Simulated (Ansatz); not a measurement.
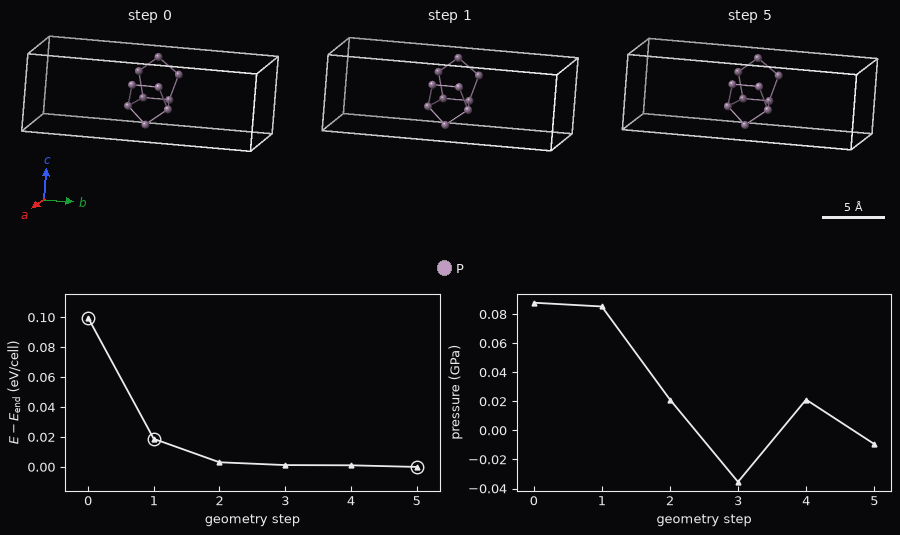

Frames of a relaxation of solid P (set up in Pm), marked on the history of the run. A ball-and-stick model of the cell of the calculation, seen slightly off an axis.

Computed with DFT PBE+D3(BJ), scalar-relativistic, plane waves, PAW in Ansatz 0.2.0.

The input:
```yaml
crystal:
  lattice:
    - [5.6351172265, 0.0, 0.0]
    - [0.0, 19.6324366611, 0.0]
    - [-1.6004025234, 0.0, 6.1198546024]
  atoms:
    - { symbol: P, position: [0.14579637, 0.41260572, 0.68959014] }
    - { symbol: P, position: [0.17229931, 0.44297344, 0.36139955] }
    - { symbol: P, position: [0.17229931, 0.55702656, 0.36139955] }
    - { symbol: P, position: [0.14579637, 0.58739428, 0.68959014] }
    - { symbol: P, position: [0.22712617, 0.5, 0.91279188] }
    - { symbol: P, position: [0.54286534, 0.58688541, 0.33045997] }
    - { symbol: P, position: [0.75654353, 0.55799602, 0.65858444] }
    - { symbol: P, position: [0.75654353, 0.44200398, 0.65858444] }
    - { symbol: P, position: [0.54286534, 0.41311459, 0.33045997] }
    - { symbol: P, position: [0.60848927, 0.5, 0.1251267] }
basis:
  ecutwfc: 420
kpoints:
  mp_grid: { grid: [6, 2, 6] }
hamiltonian:
  xc: pbe
  dispersion: d3bj
scf:
  occupations: { method: gaussian, width: 0.02 }
output:
  forces: true
  stress: true
  eigenvalues: true
relax:
  adjacent_minimum: "off"
  f_tol: 0.005
  max_steps: 80
  cell: { stress_tol: 0.05 }
```

Run as
```bash
ansatz run input.yaml --threads 2 --pin off --max-ram 5120MiB --backend cpu --events-out ev --progress --plain --runs-dir out
```

Question: Describe the path.

Answer: The run was cut off at its time limit before the relaxation converged, so the last structure is only a point on the way. P10 moves most relative to the cell: 0.14 Å along [2 0 −1]. Cell: a 5.635 → 5.466 Å (−3.0 %), b 19.632 → 19.615 Å (−0.1 %), c 6.326 → 6.146 Å (−2.8 %), β 104.7° → 102.9°. Volume −5.1 %. Some distances before and after: P1–P2 2.201 → 2.220 Å, P6–P7 2.194 → 2.210 Å, P1–P8 2.228 → 2.243 Å, P2–P9 2.225 → 2.238 Å. Among the angles between lasting bonds that change: P4–P3–P6 107.5° → 104.1°, P1–P8–P9 108.0° → 104.7°, P5–P10–P6 94.3° → 91.1°. The space group stays Pm (No. 6). After 5 geometry steps the energy has fallen by 99.8 meV per cell of the calculation. The largest force component goes from 0.39 to 0.013 eV/Å. The pressure goes from 0.09 to −0.01 GPa. From step 0 to 1: P10 moves most (0.08 Å), volume −3.7 %, energy −81.0 meV per cell of the calculation. From step 1 to 5: P10 moves most (0.06 Å), volume −1.5 %, energy −18.8 meV per cell of the calculation.

| step | E − E(0), meV/atom | largest force component, eV/Å | pressure, GPa | volume, Å³/atom |
| --- | --- | --- | --- | --- |
| 0 | 0.00 | 0.3901 | 0.09 | 67.705 |
| 1 | -8.10 | 0.1087 | 0.09 | 65.208 |
| 2 | -9.67 | 0.0489 | 0.02 | 64.350 |
| 3 | -9.86 | 0.0753 | -0.04 | 64.157 |
| 4 | -9.87 | 0.0373 | 0.02 | 64.028 |
| 5 | -9.98 | 0.0125 | -0.01 | 64.231 |
